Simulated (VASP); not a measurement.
Run report: ZnO, geometry relaxation (part 2 of 3)

The same run, continued: ZnO (4 atoms in the cell); Kohn-Sham DFT of a periodic cell, PBE, VASP PAW PBE potentials, recommended, no spin polarisation (VASP 6.6.1); cutoff 600 eV, 9×9×5 k-mesh, Gaussian smearing of 0.03 eV. The structure derives from an entry of the Crystallography Open Database.

Geometry of the input (Å; fractional positions):
```
3.2493  0.0000  0.0000
-1.6247  2.8140  0.0000
0.0000  0.0000  5.2057
Zn 0.3333  0.6667  0.5000
Zn 0.6667  0.3333  0.0000
O  0.6667  0.3333  0.3790
O  0.3333  0.6667  0.8790
```

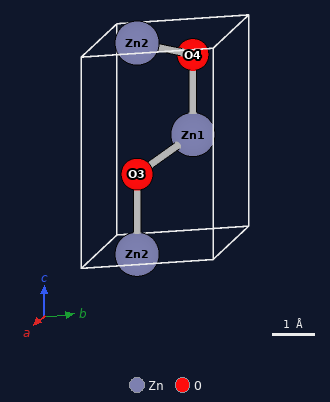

Fig. 1: The input geometry (ball-and-stick view of the cell of the calculation, seen slightly off an axis; atoms are numbered from 1 in the order of the input).

### Parts of OUTCAR, continued
```
  Shift w.r.t. Gamma in fractional coordinates (k-lattice)
     0.000000000  0.000000000  0.000000000

 Subroutine IBZKPT returns following result:
 ===========================================

 Found     36 irreducible k-points:

 Following reciprocal coordinates:
            Coordinates               Weight
  0.000000  0.000000  0.000000      1.000000
  0.111111  0.000000  0.000000      6.000000
  0.222222  0.000000  0.000000      6.000000
  0.333333  0.000000  0.000000      6.000000
  0.444444  0.000000  0.000000      6.000000
  0.111111  0.111111  0.000000      6.000000
  0.222222  0.111111  0.000000     12.000000
  0.333333  0.111111  0.000000     12.000000
  0.444444  0.111111  0.000000      6.000000
  0.222222  0.222222  0.000000      6.000000
  0.333333  0.222222  0.000000     12.000000
  0.333333  0.333333  0.000000      2.000000
  0.000000  0.000000  0.200000      2.000000
  0.111111  0.000000  0.200000     12.000000
  0.222222  0.000000  0.200000     12.000000
  0.333333  0.000000  0.200000     12.000000
  0.444444  0.000000  0.200000     12.000000
  0.111111  0.111111  0.200000     12.000000
  0.222222  0.111111  0.200000     24.000000
  0.333333  0.111111  0.200000     24.000000
  0.444444  0.111111  0.200000     12.000000
  0.222222  0.222222  0.200000     12.000000
  0.333333  0.222222  0.200000     24.000000
  0.333333  0.333333  0.200000      4.000000
 [... further k-points ...]
   k-points           NKPTS =     36   k-points in BZ     NKDIM =     36   number of bands    NBANDS=     22
   number of dos      NEDOS =    301   number of ions     NIONS =      4
   total plane-waves  NPLWV =  32928
   dimension x,y,z NGX =    28 NGY =   28 NGZ =   42
   dimension x,y,z NGXF=    56 NGYF=   56 NGZF=   84
   ions per type =               2   2
   NGX,Y,Z   is equivalent  to a cutoff of  14.33, 14.33, 13.41 a.u.
   NGXF,Y,Z  is equivalent  to a cutoff of  28.65, 28.65, 26.83 a.u.
 SYSTEM =  unknown system
   PREC   = accura    normal or accurate (medium, high low for compatibility)
   ISTART =      0    job   : 0-new  1-cont  2-samecut
   ICHARG =      2    charge: 1-file 2-atom 10-const
   ISPIN  =      1    spin polarized calculation?
   LNONCOLLINEAR =      F non collinear calculations
   LSORBIT =      F    spin-orbit coupling
   LASPH  =      T    aspherical Exc in radial PAW
   ENCUT  =  600.0 eV  44.10 Ry    6.64 a.u.   6.49  6.49 10.40*2*pi/ulx,y,z
   NELM   =     80;   NELMIN=  2; NELMDL= -5     # of ELM steps
   EDIFF  = 0.1E-05   stopping-criterion for ELM
   LREAL  =      F    real-space projection
   EDIFFG = -.1E-01   stopping-criterion for IOM
   NSW    =     90    number of steps for IOM
   IBRION =      2    ionic relax: 0-MD 1-quasi-New 2-CG
   NFREE  =      1    steps in history (QN), initial steepest desc. (CG)
   ISIF   =      3    stress and relaxation
   ISYM   =      2    0-nonsym 1-usesym 2-fastsym
   POTIM  = 0.5000    time-step for ionic-motion
   TEBEG  =    0.0;   TEEND  =   0.0 temperature during run
   PSTRESS=    0.0 pullay stress
   NELECT =      36.0000    total number of electrons
   NUPDOWN=      -1.0000    fix difference up-down
   EMIN   =  10.00;   EMAX   =-10.00  energy-range for DOS
   EFERMI =   0.00;   METHOD = LEGACY
   ISMEAR =     0;   SIGMA  =   0.03  broadening in eV -4-tet -1-fermi 0-gaus
   EFERMI_NEDOS =   21; number of points for ismear=-14 and -15
   IALGO  =     38    algorithm
   IMIX   =      4    mixing-type and parameters
     AMIX     =   0.40;   BMIX     =  1.00
     AMIX_MAG =   1.60;   BMIX_MAG =  1.00
  volume/ion in A,a.u.               =      11.90        80.30
  Fermi-wavevector in a.u.,A,eV,Ry     =   1.491574  2.818667 30.270160  2.224794
  Thomas-Fermi vector in A             =   2.604212
   LORBIT       =      0    0 simple, 1 ext, 2 COOP (PROOUT), +10 PAW based schemes
   GGA     = PE    functional components
   LHFCALC =     F    Hartree Fock is set to
   AEXX    =    0.0000 exact exchange contribution
   IVDW    =     0    specifies the selected vdW correction
   LEPSILON=     F    determine dielectric tensor
   LRPA    =     F    only Hartree local field effects (RPA)
 conjugate gradient relaxation of ions
 non-spin polarized calculation
 Gauss-broadening in eV      SIGMA  =   0.03
  energy-cutoff  :      600.00
  volume of cell :       47.60
 maximum number of plane-waves:      1605
 NGX is ok and might be reduce to    28
   NGX = 13   NGY = 13   NGZ = 21

--------------------------------------- Ionic step        1  -------------------------------------------

 number of electron      36.0000008 magnetization

 Free energy of the ion-electron system (eV)
  ---------------------------------------------------
  ext. energy  EPLUGINS =         0.00000000
  ---------------------------------------------------
  free energy    TOTEN  =       -17.82623968 eV

  energy without entropy =      -17.82623968  energy(sigma->0) =      -17.82623968

------------------------ aborting loop because EDIFF is reached ----------------------------------------

  FORCE on cell =-STRESS in cart. coord.  units (eV):
  Direction    XX          YY          ZZ          XY          YZ          ZX
  --------------------------------------------------------------------------------------
  -------------------------------------------------------------------------------------
  Total        1.5587828      1.5587828      2.0807920      0.0000000     -0.0000000      0.0000000
  in kB       52.4691339     52.4691339     70.0401343      0.0000000     -0.0000000      0.0000000
  external PRESSURE =      58.3261340 kB  Pullay stress =       0.0000000 kB

 VOLUME and BASIS-vectors are now :
 -----------------------------------------------------------------------------
  energy-cutoff  :      600.00
  volume of cell :       47.60
      direct lattice vectors                 reciprocal lattice vectors
     3.249308000  0.000000000  0.000000000     0.307757836  0.177684070  0.000000000
    -1.624654000  2.813983273  0.000000000     0.000000000  0.355368139  0.000000000
     0.000000000  0.000000000  5.205709000     0.000000000  0.000000000  0.192096792

 POSITION                                       TOTAL-FORCE (eV/Angst)
 -----------------------------------------------------------------------------------
     -0.00000      1.87599      2.60285         0.000000     -0.000000     -0.074094
      1.62465      0.93799      0.00000         0.000000     -0.000000     -0.074094
      1.62465      0.93799      1.97302        -0.000000      0.000000      0.074094
     -0.00000      1.87599      4.57587         0.000000     -0.000000      0.074094
 -----------------------------------------------------------------------------------
    total drift:                                0.000000      0.000000     -0.001430

  FREE ENERGIE OF THE ION-ELECTRON SYSTEM (eV)
  ---------------------------------------------------
  free  energy   TOTEN  =       -17.8262396791 eV

  energy  without entropy=      -17.8262396791  energy(sigma->0) =      -17.82623968

--------------------------------------- Ionic step        2  -------------------------------------------

 number of electron      36.0000009 magnetization

------------------------ aborting loop because EDIFF is reached ----------------------------------------

  FORCE on cell =-STRESS in cart. coord.  units (eV):
  Direction    XX          YY          ZZ          XY          YZ          ZX
  --------------------------------------------------------------------------------------
  -------------------------------------------------------------------------------------
  Total       -0.8073121     -0.8073121     -0.8576203      0.0000000     -0.0000000      0.0000000
  in kB      -25.5398022    -25.5398022    -27.1313306      0.0000000     -0.0000000      0.0000000
  external PRESSURE =     -26.0703117 kB  Pullay stress =       0.0000000 kB

 VOLUME and BASIS-vectors are now :
 -----------------------------------------------------------------------------
  energy-cutoff  :      600.00
  volume of cell :       50.64
      direct lattice vectors                 reciprocal lattice vectors
     3.310394842  0.000000000  0.000000000     0.302078769  0.174405259 -0.000000000
    -1.655197421  2.866886030  0.000000000    -0.000000000  0.348810518  0.000000000
     0.000000000 -0.000000000  5.336350078     0.000000000  0.000000000  0.187394003

 POSITION                                       TOTAL-FORCE (eV/Angst)
 -----------------------------------------------------------------------------------
     -0.00000      1.91126      2.66451         0.000000     -0.000000      0.026789
      1.65520      0.95563      5.33269         0.000000     -0.000000      0.026789
      1.65520      0.95563      2.02619        -0.000000      0.000000     -0.026789
     -0.00000      1.91126      4.69437        -0.000000      0.000000     -0.026789
 -----------------------------------------------------------------------------------
    total drift:                                0.000000      0.000000      0.003024

  FREE ENERGIE OF THE ION-ELECTRON SYSTEM (eV)
  ---------------------------------------------------
  free  energy   TOTEN  =       -17.8532158374 eV

  energy  without entropy=      -17.8532158374  energy(sigma->0) =      -17.85321584

--------------------------------------- Ionic step        3  -------------------------------------------

 number of electron      36.0000016 magnetization

------------------------ aborting loop because EDIFF is reached ----------------------------------------

  FORCE on cell =-STRESS in cart. coord.  units (eV):
  Direction    XX          YY          ZZ          XY          YZ          ZX
  --------------------------------------------------------------------------------------
  -------------------------------------------------------------------------------------
  Total       -0.0394911     -0.0394911      0.0667390      0.0000000     -0.0000000      0.0000000
  in kB       -1.2759049     -1.2759049      2.1562445      0.0000000     -0.0000000      0.0000000
  external PRESSURE =      -0.1318551 kB  Pullay stress =       0.0000000 kB

 VOLUME and BASIS-vectors are now :
 -----------------------------------------------------------------------------
  energy-cutoff  :      600.00
  volume of cell :       49.59
      direct lattice vectors                 reciprocal lattice vectors
     3.289521135  0.000000000  0.000000000     0.303995615  0.175511950 -0.000000000
    -1.644760567  2.848808869  0.000000000    -0.000000000  0.351023900  0.000000000
     0.000000000 -0.000000000  5.291709309     0.000000000  0.000000000  0.188974855

 POSITION                                       TOTAL-FORCE (eV/Angst)
 -----------------------------------------------------------------------------------
     -0.00000      1.89921      2.64343         0.000000     -0.000000      0.001129
      1.64476      0.94960      5.28929         0.000000     -0.000000      0.001129
      1.64476      0.94960      2.00803        -0.000000      0.000000     -0.001129
     -0.00000      1.89921      4.65389        -0.000000      0.000000     -0.001129
 -----------------------------------------------------------------------------------
    total drift:                                0.000000      0.000001      0.000669

  FREE ENERGIE OF THE ION-ELECTRON SYSTEM (eV)
  ---------------------------------------------------
  free  energy   TOTEN  =       -17.8619021648 eV

  energy  without entropy=      -17.8619021648  energy(sigma->0) =      -17.86190216

[... ionic steps 4 to 11 ...]

--------------------------------------- Ionic step       12  -------------------------------------------

 number of electron      36.0000014 magnetization

------------------------ aborting loop because EDIFF is reached ----------------------------------------

  FORCE on cell =-STRESS in cart. coord.  units (eV):
  Direction    XX          YY          ZZ          XY          YZ          ZX
  --------------------------------------------------------------------------------------
  -------------------------------------------------------------------------------------
  Total        0.0412335      0.0412335      0.0329340      0.0000000      0.0000000     -0.0000000
  in kB        1.3330391      1.3330391      1.0647259      0.0000000      0.0000000     -0.0000000
  external PRESSURE =       1.2436014 kB  Pullay stress =       0.0000000 kB

 VOLUME and BASIS-vectors are now :
 -----------------------------------------------------------------------------
  energy-cutoff  :      600.00
  volume of cell :       49.56
      direct lattice vectors                 reciprocal lattice vectors
     3.286032278  0.000000000 -0.000000000     0.304318374  0.175698295  0.000000000
    -1.643016139  2.845787430  0.000000000    -0.000000000  0.351396590 -0.000000000
    -0.000000000  0.000000000  5.299603779     0.000000000  0.000000000  0.188693352

 POSITION                                       TOTAL-FORCE (eV/Angst)
 -----------------------------------------------------------------------------------
     -0.00000      1.89719      2.64818        -0.000000      0.000000      0.010323
      1.64302      0.94860      5.29798        -0.000000      0.000000      0.010323
      1.64302      0.94860      2.01023         0.000000     -0.000000     -0.010323
     -0.00000      1.89719      4.66003         0.000000     -0.000000     -0.010323
 -----------------------------------------------------------------------------------
    total drift:                                0.000000      0.000001      0.001134

  FREE ENERGIE OF THE ION-ELECTRON SYSTEM (eV)
  ---------------------------------------------------
  free  energy   TOTEN  =       -17.8619917222 eV

  energy  without entropy=      -17.8619917222  energy(sigma->0) =      -17.86199172

--------------------------------------- Ionic step       13  -------------------------------------------

 number of electron      36.0000014 magnetization

------------------------ aborting loop because EDIFF is reached ----------------------------------------
```
